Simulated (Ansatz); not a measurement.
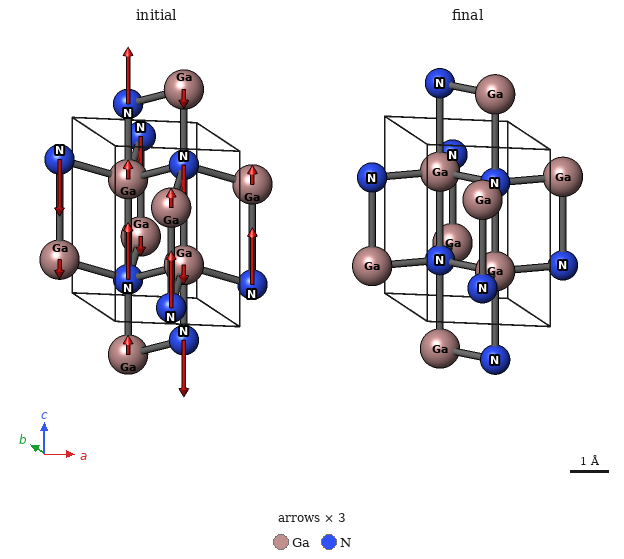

The structure of crystalline GaN (a generated structure, set up in P-3m1) (coarse preliminary run) before (left) and after (right) a relaxation, at one scale. The red arrows give the displacements (the part carried along by the change of the cell is left out), magnified 3 times.

The picture is a ball-and-stick view of the cell of the calculation, seen slightly off an axis.

Level of theory: Ansatz, DFT PBE, scalar-relativistic, plane waves, PAW.

Input
```yaml
crystal:
  lattice:
    - [3.36541216, 0.0, 0.0]
    - [-1.68270608, 2.91453243, 0.0]
    - [0.0, 0.0, 4.81548446]
  atoms:
    - { symbol: Ga, position: [0.33333333, 0.66666667, 0.71253364] }
    - { symbol: Ga, position: [0.66666667, 0.33333333, 0.28746636] }
    - { symbol: "N", position: [0.33333333, 0.66666667, 0.1415886] }
    - { symbol: "N", position: [0.66666667, 0.33333333, 0.8584114] }
basis:
  ecutwfc: 420
kpoints:
  mp_grid: { grid: [6, 6, 4] }
hamiltonian:
  xc: pbe
scf:
  occupations: { method: gaussian, width: 0.1 }
  lower_state_search: "off"
output:
  forces: true
  stress: true
  eigenvalues: true
relax:
  adjacent_minimum: "off"
  f_tol: 0.04
  max_steps: 70
  cell: { stress_tol: 0.4 }
```

Command:
```bash
ansatz run input.yaml --threads 1 --pin off --max-ram 2048MiB --backend cpu --events-out ev --progress --plain --runs-dir out
```

**Describe what moved and what it gained.**

The largest moves relative to the cell, 0.53 Å, are those of N3 and N4. N3 goes along +c. By element the largest moves are N 0.53 Å, Ga 0.18 Å. The drawn cell changes as follows: a = b 3.365 → 3.329 Å (−1.1 %), c 4.815 → 4.856 Å (+0.8 %); the volume changes by −1.4 %. Near-neighbour distances that change, for instance: Ga1–N3 2.066 → 2.427 Å, Ga1–N3 (another image) 2.749 → 2.429 Å, Ga1–N4 2.066 → 1.922 Å. Among the angles between lasting bonds that change: Ga1–N4–Ga2 109.9° → 90.0°, N3–Ga1–N4 70.1° → 90.0°, Ga1–N4–Ga1 109.1° → 120.0°. The space group (tolerance 0.01 Å) goes from P-3m1 (No. 164) to P6_3/mmc (No. 194). The energy falls by 3.415 eV per cell of the calculation in 5 accepted moves (6 points after the start). The largest force component goes from 5.9 to 0.0014 eV/Å. Pressure: 4.32 GPa at the start and 0.04 GPa at the end. The SCF was repeated once at an unchanged geometry on a basis and grid sized afresh for the cell, which shifted the energy by 1.6 meV per cell of the calculation at most. The run took 17 s on 1 thread of AMD EPYC 7R43 64-Core Processor (Zen 3), with other jobs on the host, peak memory 0.39 GiB.
